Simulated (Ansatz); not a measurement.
# PtS2: molecular dynamics (part 1 of 2)

PtS2 (P-3m1, 12 atoms in the cell), computed with DFT, r2SCAN, plane waves, PAW, no spin polarisation (Ansatz 0.2.0).

The structure derives from an entry of the Crystallography Open Database. The geometry comes from this level: r2scan-rvv10. It belongs to a series of runs on one base structure; here: NVT, Langevin thermostat at 100 K.

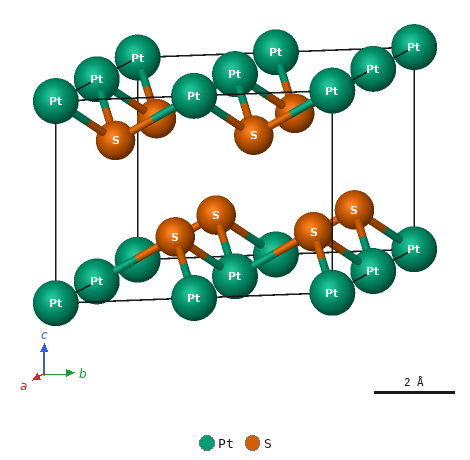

**Figure 1.** The structure as given in the input (ball-and-stick view of the cell of the calculation, seen slightly off an axis). An atom can appear more than once, as a periodic image. Near neighbours in the periodic cell (some may lie outside the picture): Pt has 6 S at 2.39 Å; S has 3 Pt at 2.39 Å.

## The input
```yaml
crystal:
  lattice:
    - [7.1052481869, 0.0, 0.0]
    - [-3.5526240935, 6.1533254301, 0.0]
    - [0.0, 0.0, 5.1228306381]
  atoms:
    - { symbol: Pt, position: [0.0, 0.0, 0.0] }
    - { symbol: S, position: [0.1666666667, 0.3333333333, 0.2392542164] }
    - { symbol: S, position: [0.3333333333, 0.1666666667, 0.7607457836] }
    - { symbol: Pt, position: [0.0, 0.5, 0.0] }
    - { symbol: S, position: [0.1666666667, 0.8333333333, 0.2392542164] }
    - { symbol: S, position: [0.3333333333, 0.6666666667, 0.7607457836] }
    - { symbol: Pt, position: [0.5, 0.0, 0.0] }
    - { symbol: S, position: [0.6666666667, 0.3333333333, 0.2392542164] }
    - { symbol: S, position: [0.8333333333, 0.1666666667, 0.7607457836] }
    - { symbol: Pt, position: [0.5, 0.5, 0.0] }
    - { symbol: S, position: [0.6666666667, 0.8333333333, 0.2392542164] }
    - { symbol: S, position: [0.8333333333, 0.6666666667, 0.7607457836] }
kpoints:
  mp_grid: { grid: [3, 3, 4] }
hamiltonian:
  xc: r2scan
scf:
  occupations: { method: fermi_dirac, width: 0.02 }
md:
  ensemble: nvt_langevin
  temperature: 100
  timestep: 2.0
  n_steps: 20
  initial_velocities: maxwell_boltzmann
  seed: 1188
```

Machine: 4 threads of Arm Neoverse V2, 24 GiB of memory available, shared host.

Launched with:
```bash
ansatz run input.yaml --threads 4 --pin off --max-ram 3686MiB --backend cpu --events-out ev --progress --plain --runs-dir out
```

## What the program printed
```
Warning: md: disabling space-group detection — thermal motion breaks the input geometry's symmetry, so no spatial operation reduces the k-mesh or symmetrises the density; time reversal is kept, so that k and −k are solved as one point where they differ and the mesh holds both, and exact exchange and, on two spinor components, a DFT+U term hold to it where the run has them: on two components no moment then forms, and a state that bears one, which a typed moment (crystal.atoms[].spin; refused beside efield: under a hybrid functional) reaches, can lie lower, under hf by electronvolts; crystal.symmetry.detect: false (a key that needs symmetry detection or time reversal refuses this as the deck is read) with time_reversal: false beside it drops time reversal too
Engine: ansatz 0.2.0, aarch64-unknown-linux-gnu
Pseudopotentials: kind: paw
Pseudopotential: Pt, paw, valence charge 18, recommended cutoff 500 eV (meta_gga), Pt.paw.azcp
Pseudopotential: S, paw, valence charge 6, recommended cutoff 500 eV (meta_gga), S.paw.azcp
Functional definition: r2SCAN
  parameter k0 = 0.174
  parameter k1 = 0.065
  parameter a1 = 4.9479
  exchange = r2scan_x(k0 = k0, k1 = k1, a1 = a1)
  correlation = r2scan_c
Crystal: 12 atoms, lattice volume = 223.975 Å³
Basis set: ecut = 500 eV, 5665 PW (Γ), exchange–correlation on 216×216×160 points (64 copies of the dense FFT grid, shifted against one another)
Bands: 72, of which v1, the nominal top of the filled ones, is band 60 counted from 1 (59 counted from 0)
Symmetry: 1 space group operations
k-points: 19 of 36 (time reversal used)
Non-local potential: Pt, projectors of the file, l = 0: 3, l = 1: 2, l = 2: 2, l = 3: 1
Non-local potential: S, projectors of the file, l = 0: 2, l = 1: 2, l = 2: 2
PAW form: soft (Blöchl's): semilocal exchange-correlation on the pseudo side does not see the compensation charge
PAW frozen core: Pt, regenerated for the run's functional (the file was generated under x = pbe(κ = 0.804, μ = 0.2195149727645171), c = pbe(β = 0.06672455060314922))
PAW frozen core: S, regenerated for the run's functional (the file was generated under x = pbe(κ = 0.804, μ = 0.2195149727645171), c = pbe(β = 0.06672455060314922))
PAW one-centre angular grid: Pt, 590 points (default); XC on 160 Gauss nodes
PAW one-centre angular grid: S, 302 points (default); XC on 160 Gauss nodes
Initial density: superposition of atomic densities (neutral atoms: chi_scale 0, normalization atom), corrected by the library's trained network
Initial wavefunctions: pseudopotential atomic-orbital guess
Functional: x = r2scan, c = r2scan; τ floored in thin density (d = 2e-4 eV/Å³)
SCF iter   1: F=—  HF=-57398.844643 eV  |F-HF|=—  |Δ(HF+E_count)|=         —  Δρ=8.65e-3  dr2=1.52e-1  dr2_τ=3.40e-1  ethr=1.77e-3  ⟨swp⟩=6.7  Hψ=5343  notcnv=0
preconditioner: auto → Resta (q_TF=auto, 2.459 Å⁻¹)  ε∞=7.5  [insulator: Δε(μ)=0.888 eV  Ē_g=9.109 eV  σ=0.020 eV  W_gap=1.00  n_scr=58 (ndim 8)  ℏωp=23.3 eV  f_vac=0.018  D(μ)=0.00/eV (n_scr^D=0)  ε∞_Penn≈7.5]
SCF iter   2: F=—  HF=-57398.979537 eV  |F-HF|=—  |Δ(HF+E_count)|=   1.35e-1  Δρ=5.04e-3  dr2=1.93e-2  dr2_τ=8.60e-3  ethr=1.27e-4  ⟨swp⟩=2.9  Hψ=2567  notcnv=0  defer=76
SCF iter   3: F=—  HF=-57398.983156 eV  |F-HF|=—  |Δ(HF+E_count)|=   3.62e-3  Δρ=2.74e-3  dr2=5.64e-3  dr2_τ=3.73e-4  ethr=1.61e-5  ⟨swp⟩=2.0  Hψ=1444  notcnv=0  defer=38
automatic band count: iteration 3 solves 70 bands in place of 72: the levels show a gap, and the empty bands left out lie too high to hold charge; the band table lists the bands solved (type scf.n_extra_bands for more)
SCF iter   4: F=—  HF=-57398.984867 eV  |F-HF|=—  |Δ(HF+E_count)|=   1.71e-3  Δρ=2.68e-4  dr2=1.12e-4  dr2_τ=9.16e-6  ethr=4.70e-6  ⟨swp⟩=2.3  Hψ=2128  notcnv=0  defer=38
SCF iter   5: F=—  HF=-57398.984906 eV  |F-HF|=—  |Δ(HF+E_count)|=   3.91e-5  Δρ=6.05e-5  dr2=1.06e-5  dr2_τ=8.98e-7  ethr=9.30e-8  ⟨swp⟩=2.3  Hψ=2207  notcnv=0  defer=38
SCF iter   6: F=—  HF=-57398.984732 eV  |F-HF|=—  |Δ(HF+E_count)|=   1.74e-4  Δρ=1.13e-5  dr2=2.99e-7  dr2_τ=2.79e-8  ethr=8.82e-9  ⟨swp⟩=2.0  Hψ=2073  notcnv=0  defer=38
SCF iter   7: F=—  HF=-57398.984732 eV  |F-HF|=—  |Δ(HF+E_count)|=   2.09e-7  Δρ=7.28e-6  dr2=1.94e-7  dr2_τ=2.89e-8  ethr=2.49e-10  ⟨swp⟩=2.2  Hψ=2249  notcnv=0  defer=38
SCF iter   8: F=-57398.984732 eV  HF=-57398.984732 eV  |F-HF|=1.27e-9  |Δ(HF+E_count)|=   2.31e-8  Δρ=1.95e-6  dr2=1.02e-8  dr2_τ=1.30e-9  ethr=1.00e-11  ⟨swp⟩=3.6  Hψ=5438  notcnv=0
SCF 1 converged in 8 iterations: F = -57398.984732 eV  dr2 = 1.02e-8
  greatest PAW one-centre occupation: 1.000 electrons in one spin orbital (limit 2), on the Pt atom at site 9 (counted from 0), in its partial waves of l = 0
md step     0: t =     0.00 fs  T =    91.7 K  F+E_penalty+E_count = -57398.98473203 eV  E_kin = 0.142186 eV  (8 SCF iters)
Initial density: handed on by an earlier stage of this run
Initial wavefunctions: those handed on with the density
iter 1 solved again at ethr=3.76e-7 eV; its pass at ethr=3.10e-3 eV (dr2=4.51e-4 eV) is discarded
SCF iter   1: F=—  HF=-57398.980824 eV  |F-HF|=—  |Δ(HF+E_count)|=         —  Δρ=7.33e-4  dr2=4.29e-4  dr2_τ=5.63e-3  ethr=3.76e-7  ⟨swp⟩=3.1  Hψ=6365  notcnv=0
automatic band count: iteration 1 solves 70 bands in place of 72: the levels show a gap, and the empty bands left out lie too high to hold charge; the band table lists the bands solved (type scf.n_extra_bands for more)
preconditioner: auto → Resta (q_TF=auto, 2.459 Å⁻¹)  ε∞=8.5  [insulator: Δε(μ)=0.984 eV  Ē_g=8.502 eV  σ=0.020 eV  W_gap=1.00  n_scr=58 (ndim 8)  ℏωp=23.3 eV  f_vac=0.018  D(μ)=0.00/eV (n_scr^D=0)  ε∞_Penn≈8.5]
SCF iter   2: F=—  HF=-57398.983118 eV  |F-HF|=—  |Δ(HF+E_count)|=   2.29e-3  Δρ=3.99e-4  dr2=1.08e-4  dr2_τ=9.30e-6  ethr=3.57e-7  ⟨swp⟩=2.0  Hψ=2470  notcnv=0
SCF iter   3: F=—  HF=-57398.983154 eV  |F-HF|=—  |Δ(HF+E_count)|=   3.62e-5  Δρ=1.03e-4  dr2=1.98e-5  dr2_τ=3.85e-6  ethr=8.96e-8  ⟨swp⟩=2.9  Hψ=2243  notcnv=0
SCF iter   4: F=—  HF=-57398.983135 eV  |F-HF|=—  |Δ(HF+E_count)|=   1.91e-5  Δρ=2.54e-5  dr2=1.41e-6  dr2_τ=1.39e-7  ethr=1.65e-8  ⟨swp⟩=2.7  Hψ=2332  notcnv=0
SCF iter   5: F=—  HF=-57398.982976 eV  |F-HF|=—  |Δ(HF+E_count)|=   1.59e-4  Δρ=1.35e-5  dr2=4.15e-7  dr2_τ=3.68e-8  ethr=1.18e-9  ⟨swp⟩=2.4  Hψ=2159  notcnv=0
SCF iter   6: F=—  HF=-57398.982976 eV  |F-HF|=—  |Δ(HF+E_count)|=   8.40e-8  Δρ=5.23e-6  dr2=9.67e-8  dr2_τ=1.04e-8  ethr=3.46e-10  ⟨swp⟩=2.4  Hψ=2086  notcnv=0
SCF iter   7: F=-57398.982976 eV  HF=-57398.982976 eV  |F-HF|=1.96e-10  |Δ(HF+E_count)|=   2.72e-9  Δρ=1.09e-6  dr2=3.76e-9  dr2_τ=2.14e-10  ethr=1.00e-11  ⟨swp⟩=3.1  Hψ=5306  notcnv=0
SCF 2 converged in 7 iterations: F = -57398.982976 eV  dr2 = 3.76e-9
  greatest PAW one-centre occupation: 1.000 electrons in one spin orbital (limit 2), on the Pt atom at site 6 (counted from 0), in its partial waves of l = 0
md step     1: t =     2.00 fs  T =    93.8 K  F+E_penalty+E_count = -57398.98297621 eV  E_kin = 0.145450 eV  (7 SCF iters)
[... from here on the SCF iterations and repeated set-up lines of each step are left out, up to the last step ...]
SCF 3 converged in 7 iterations: F = -57398.977835 eV  dr2 = 3.77e-9
md step     2: t =     4.00 fs  T =    92.8 K  F+E_penalty+E_count = -57398.97783514 eV  E_kin = 0.143954 eV  (7 SCF iters)
SCF 4 converged in 7 iterations: F = -57398.969460 eV  dr2 = 3.58e-9
md step     3: t =     6.00 fs  T =    87.4 K  F+E_penalty+E_count = -57398.96945997 eV  E_kin = 0.135601 eV  (7 SCF iters)
SCF 5 converged in 7 iterations: F = -57398.958787 eV  dr2 = 3.10e-9
md step     4: t =     8.00 fs  T =    72.9 K  F+E_penalty+E_count = -57398.95878668 eV  E_kin = 0.113082 eV  (7 SCF iters)
SCF 6 converged in 5 iterations: F = -57398.946396 eV  dr2 = 3.06e-9
md step     5: t =    10.00 fs  T =    69.4 K  F+E_penalty+E_count = -57398.94639628 eV  E_kin = 0.107698 eV  (5 SCF iters)
SCF 7 converged in 5 iterations: F = -57398.932138 eV  dr2 = 6.44e-9
md step     6: t =    12.00 fs  T =    69.4 K  F+E_penalty+E_count = -57398.93213814 eV  E_kin = 0.107712 eV  (5 SCF iters)
SCF 8 converged in 5 iterations: F = -57398.917221 eV  dr2 = 4.72e-9
md step     7: t =    14.00 fs  T =    58.8 K  F+E_penalty+E_count = -57398.91722059 eV  E_kin = 0.091143 eV  (5 SCF iters)
SCF 9 converged in 5 iterations: F = -57398.902895 eV  dr2 = 6.32e-9
md step     8: t =    16.00 fs  T =    55.8 K  F+E_penalty+E_count = -57398.90289545 eV  E_kin = 0.086557 eV  (5 SCF iters)
SCF 10 converged in 5 iterations: F = -57398.889289 eV  dr2 = 4.78e-9
md step     9: t =    18.00 fs  T =    48.1 K  F+E_penalty+E_count = -57398.88928945 eV  E_kin = 0.074627 eV  (5 SCF iters)
SCF 11 converged in 7 iterations: F = -57398.876040 eV  dr2 = 1.96e-9
md step    10: t =    20.00 fs  T =    56.9 K  F+E_penalty+E_count = -57398.87604046 eV  E_kin = 0.088257 eV  (7 SCF iters)
SCF 12 converged in 6 iterations: F = -57398.862929 eV  dr2 = 2.88e-9
md step    11: t =    22.00 fs  T =    62.5 K  F+E_penalty+E_count = -57398.86292886 eV  E_kin = 0.096878 eV  (6 SCF iters)
SCF 13 converged in 5 iterations: F = -57398.851037 eV  dr2 = 6.41e-9
md step    12: t =    24.00 fs  T =    59.4 K  F+E_penalty+E_count = -57398.85103707 eV  E_kin = 0.092133 eV  (5 SCF iters)
SCF 14 converged in 5 iterations: F = -57398.840933 eV  dr2 = 5.10e-9
md step    13: t =    26.00 fs  T =    55.3 K  F+E_penalty+E_count = -57398.84093254 eV  E_kin = 0.085800 eV  (5 SCF iters)
SCF 15 converged in 5 iterations: F = -57398.833153 eV  dr2 = 3.72e-9
md step    14: t =    28.00 fs  T =    52.3 K  F+E_penalty+E_count = -57398.83315334 eV  E_kin = 0.081156 eV  (5 SCF iters)
SCF 16 converged in 5 iterations: F = -57398.828687 eV  dr2 = 5.76e-9
md step    15: t =    30.00 fs  T =    53.7 K  F+E_penalty+E_count = -57398.82868705 eV  E_kin = 0.083254 eV  (5 SCF iters)
SCF 17 converged in 5 iterations: F = -57398.828888 eV  dr2 = 3.83e-9
md step    16: t =    32.00 fs  T =    47.1 K  F+E_penalty+E_count = -57398.82888813 eV  E_kin = 0.073094 eV  (5 SCF iters)
SCF 18 converged in 5 iterations: F = -57398.832426 eV  dr2 = 4.42e-9
md step    17: t =    34.00 fs  T =    51.8 K  F+E_penalty+E_count = -57398.83242600 eV  E_kin = 0.080420 eV  (5 SCF iters)
SCF 19 converged in 5 iterations: F = -57398.837158 eV  dr2 = 5.88e-9
md step    18: t =    36.00 fs  T =    52.3 K  F+E_penalty+E_count = -57398.83715786 eV  E_kin = 0.081057 eV  (5 SCF iters)
SCF 20 converged in 5 iterations: F = -57398.843420 eV  dr2 = 4.29e-9
md step    19: t =    38.00 fs  T =    60.9 K  F+E_penalty+E_count = -57398.84342027 eV  E_kin = 0.094453 eV  (5 SCF iters)
iter 1 solved again at ethr=2.62e-7 eV; its pass at ethr=3.10e-3 eV (dr2=3.15e-4 eV) is discarded
SCF iter   1: F=—  HF=-57398.850622 eV  |F-HF|=—  |Δ(HF+E_count)|=         —  Δρ=5.26e-4  dr2=2.68e-4  dr2_τ=1.98e-3  ethr=2.62e-7  ⟨swp⟩=3.0  Hψ=6601  notcnv=0
automatic band count: iteration 1 solves 70 bands in place of 72: the levels show a gap, and the empty bands left out lie too high to hold charge; the band table lists the bands solved (type scf.n_extra_bands for more)
preconditioner: auto → Resta (q_TF=auto, 2.459 Å⁻¹)  ε∞=8.5  [insulator: Δε(μ)=0.957 eV  Ē_g=8.505 eV  σ=0.020 eV  W_gap=1.00  n_scr=58 (ndim 8)  ℏωp=23.3 eV  f_vac=0.018  D(μ)=0.00/eV (n_scr^D=0)  ε∞_Penn≈8.5]
SCF iter   2: F=—  HF=-57398.851513 eV  |F-HF|=—  |Δ(HF+E_count)|=   8.91e-4  Δρ=3.09e-4  dr2=8.52e-5  dr2_τ=5.93e-6  ethr=2.23e-7  ⟨swp⟩=2.0  Hψ=2236  notcnv=0
SCF iter   3: F=—  HF=-57398.851536 eV  |F-HF|=—  |Δ(HF+E_count)|=   2.36e-5  Δρ=7.77e-5  dr2=1.99e-5  dr2_τ=4.18e-6  ethr=7.10e-8  ⟨swp⟩=2.6  Hψ=2237  notcnv=0
SCF iter   4: F=—  HF=-57398.851539 eV  |F-HF|=—  |Δ(HF+E_count)|=   2.07e-6  Δρ=1.98e-5  dr2=9.10e-7  dr2_τ=9.26e-8  ethr=1.66e-8  ⟨swp⟩=2.3  Hψ=1967  notcnv=0
SCF iter   5: F=—  HF=-57398.851363 eV  |F-HF|=—  |Δ(HF+E_count)|=   1.75e-4  Δρ=9.12e-6  dr2=2.42e-7  dr2_τ=2.01e-8  ethr=7.58e-10  ⟨swp⟩=2.2  Hψ=2003  notcnv=0
SCF iter   6: F=—  HF=-57398.851363 eV  |F-HF|=—  |Δ(HF+E_count)|=   6.49e-8  Δρ=3.71e-6  dr2=5.94e-8  dr2_τ=5.76e-9  ethr=2.02e-10  ⟨swp⟩=2.0  Hψ=2009  notcnv=0
SCF iter   7: F=-57398.851363 eV  HF=-57398.851363 eV  |F-HF|=2.98e-10  |Δ(HF+E_count)|=  9.09e-10  Δρ=1.04e-6  dr2=3.32e-9  dr2_τ=1.64e-10  ethr=1.00e-11  ⟨swp⟩=2.3  Hψ=4729  notcnv=0
SCF 21 converged in 7 iterations: F = -57398.851363 eV  dr2 = 3.32e-9
  greatest PAW one-centre occupation: 1.000 electrons in one spin orbital (limit 2), on the Pt atom at site 3 (counted from 0), in its partial waves of l = 0
md step    20: t =    40.00 fs  T =    58.0 K  F+E_penalty+E_count = -57398.85136348 eV  E_kin = 0.089927 eV  (7 SCF iters)
iter 1 solved again at ethr=2.77e-12 eV; its pass at ethr=3.10e-3 eV (dr2=3.32e-9 eV) is discarded
SCF iter   1: F=—  HF=-57398.851363 eV  |F-HF|=—  |Δ(HF+E_count)|=         —  Δρ=1.04e-6  dr2=3.32e-9  dr2_τ=1.64e-10  ethr=2.77e-12  ⟨swp⟩=2.5  Hψ=4566  notcnv=0
preconditioner: auto → Resta (q_TF=auto, 2.459 Å⁻¹)  ε∞=7.5  [insulator: Δε(μ)=0.957 eV  Ē_g=9.105 eV  σ=0.020 eV  W_gap=1.00  n_scr=58 (ndim 8)  ℏωp=23.3 eV  f_vac=0.018  D(μ)=0.00/eV (n_scr^D=0)  ε∞_Penn≈7.5]
SCF iter   2: F=-57398.851363 eV  HF=-57398.851363 eV  |F-HF|=2.76e-10  |Δ(HF+E_count)|=  5.38e-10  Δρ=6.75e-7  dr2=1.55e-9  dr2_τ=3.60e-11  ethr=2.77e-12  ⟨swp⟩=3.0  Hψ=3308  notcnv=0
SCF 22 converged in 2 iterations: F = -57398.851363 eV  dr2 = 1.55e-9
```

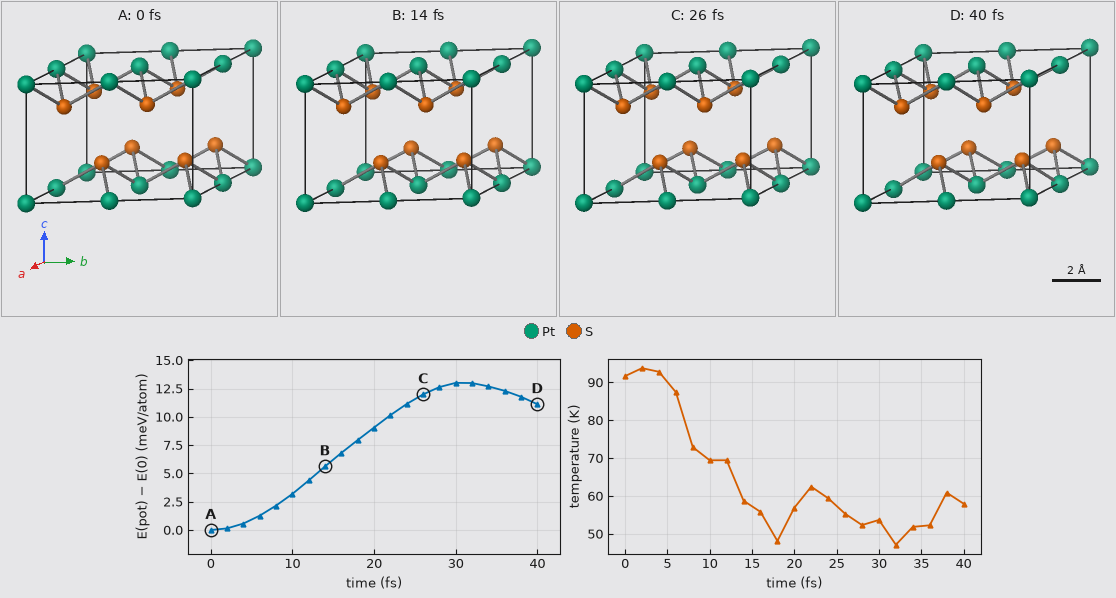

**Figure 2.** Frames of the molecular dynamics (ball-and-stick, simulation cell, seen slightly off an axis) above the curves, on which the letters mark them. The trajectory kept here has 21 frames over 40 fs. The temperature starts at 92 K, ranges from 47 to 94 K and averages 55 K over the second half. The potential energy ends 11.1 meV/atom above its first value. With the common drift removed, the root-mean-square displacement is 0.04 Å.

```
SCF converged after 2 iterations
Free energy (F): -57398.851363 eV
Harris-Foulkes:  -57398.851363 eV  (|F-HF|=2.76e-10)
Internal energy: -57398.851363 eV  (E = F + TS)
E sigma→0 (E₀):  -57398.851363 eV
Fermi energy:    10.831340 eV
--- Per-component energies (eV) ---
  E_band       = -1405.203356
  E_kinetic    = 3399.386742
  E_local      = -12468.069017  (includes V_loc(G=0)·N_el)
  E_nonlocal   = 1027.011970
  E_hartree    = 4924.207383
  E_xc         = -1734.193172
  E_vxc        = -2106.489499  (∫ρ·V_xc dr)
  E_paw        = -42791.690623  (= ΣΔE_a)
  E_vpaw       = -1227.241981  (= ΣTr[D̂ρ^β])
  E_aug_tail   = 0.000627  (compensation charges beyond the density's cutoff)
  E_vtau       = 121.783041  (kinetic-family band-sum trace: ∫τ·v_τ [+ j·A + Jᵃ·Aᵃ] dr)
  E_ewald      = -9753.701163
  E_core_change = -1.804112  (= ΣΔE_core)
  E_smearing   = -0.000000  (= −TS)
  E_closure    = 0.000000  (closes the sum)
  Σ components = -57398.851363   (vs F -57398.851363, Δ=0.00e0)
--- Forces (eV/Å), atoms counted from 1 ---
  atom   1  Pt     0.09206335     0.63500973    -0.63592678
  atom   2  S     -0.45312523    -0.00694257     0.30580506
  atom   3  S      0.15994392     0.41860967     0.18311997
  atom   4  Pt     0.58195972     0.06887093     0.47628127
  atom   5  S      0.01755660    -0.59689922     0.25408957
  atom   6  S      0.04875759     0.21100946    -0.31718100
  atom   7  Pt    -0.24615794    -0.15631314     0.70537730
  atom   8  S      0.01521927    -0.04211568    -0.29692837
  atom   9  S      0.57125683    -0.22266011    -0.08500341
  atom  10  Pt     0.17194445    -0.28104846    -0.66084987
  atom  11  S     -0.15168732     0.01073747    -0.12094096
  atom  12  S     -0.80773944    -0.03826000     0.19219233
  max |Σ_I F_I| component: 3.51e-5 eV/Å
--- MD trajectory: 20 steps, t = 0.0 → 40.0 fs ---
  final state: T = 58.0 K   F+E_penalty+E_count = -57398.85136348 eV   E_kin = 0.089927 eV
```

## Trajectory as extended XYZ (Å, eV, eV/Å), 17 of the 21 frames kept, from step=0 to step=20
```
12
Lattice="7.1052 0.0000 0.0000 -3.5526 6.1533 0.0000 0.0000 0.0000 5.1228" Properties=species:S:1:pos:R:3:forces:R:3 step=0 time_fs=0.0 energy=-57398.98473 temperature=91.7
Pt    0.0000    0.0000    0.0000    0.0000   0.0000   0.0000
S     0.0000    2.0511    1.2257    0.0000   0.0000  -0.0432
S     1.7763    1.0256    3.8972    0.0000   0.0000   0.0432
Pt   -1.7763    3.0767    0.0000    0.0000   0.0000   0.0000
S    -1.7763    5.1278    1.2257    0.0000   0.0000  -0.0432
S     0.0000    4.1022    3.8972    0.0000   0.0000   0.0432
Pt    3.5526    0.0000    0.0000    0.0000   0.0000   0.0000
S     3.5526    2.0511    1.2257    0.0000   0.0000  -0.0432
S     5.3289    1.0256    3.8972    0.0000   0.0000   0.0432
Pt    1.7763    3.0767    0.0000    0.0000   0.0000   0.0000
S     1.7763    5.1278    1.2257    0.0000   0.0000  -0.0432
S     3.5526    4.1022    3.8972    0.0000   0.0000   0.0432
```
